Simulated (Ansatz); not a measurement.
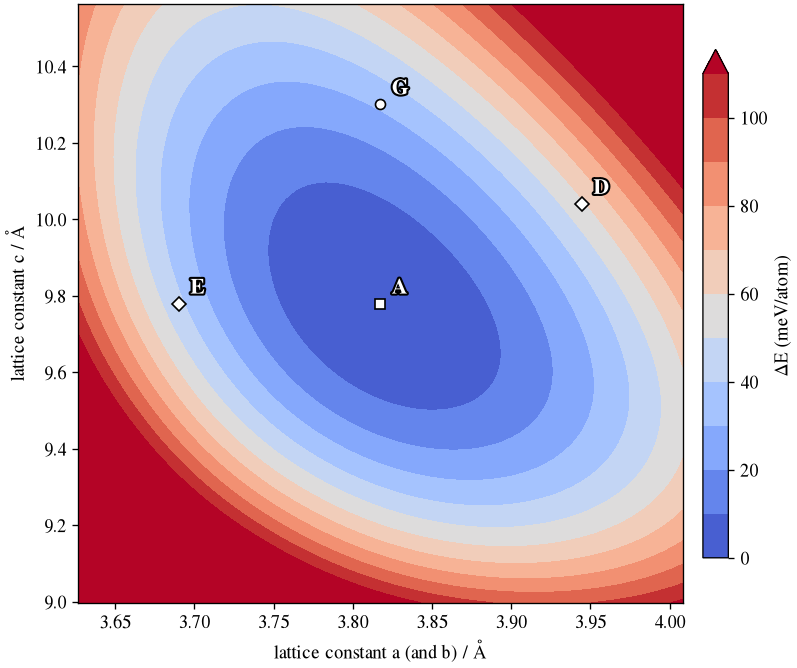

TiO2 (I4_1/amd, No. 141; 6 atoms in the cell). 
- The energy is mapped over the lattice constants a and c of the conventional cell.
- Coordinates scanned: (1) lattice constant a (and b); (2) lattice constant c.
- Nothing is relaxed (fractional coordinates fixed).
- The grid has 7 × 7 points.
- Points are written as (first, second).
- Energies are in meV/atom, from the lowest grid point.
- Computed with DFT PBE+U, scalar-relativistic, plane waves, PAW (Ansatz). Settings: cutoff 520 eV, k-mesh 8×8×8, gaussian smearing 0.05 eV, U_eff Ti 4 eV, no spin polarisation.

Drawn: filled contours, one colour for all values above the top of the scale, lettered points. Between grid points the surface is interpolated.

### Is A the lowest point of the computed grid?

Yes. A, at (3.817 Å, 9.78 Å), has the lowest energy of the grid.

### Rank the lettered points by energy, lowest first.

A (0 meV/atom), G (32 meV/atom), E (42 meV/atom), D (58 meV/atom).

PAW datasets: the set soft_1.
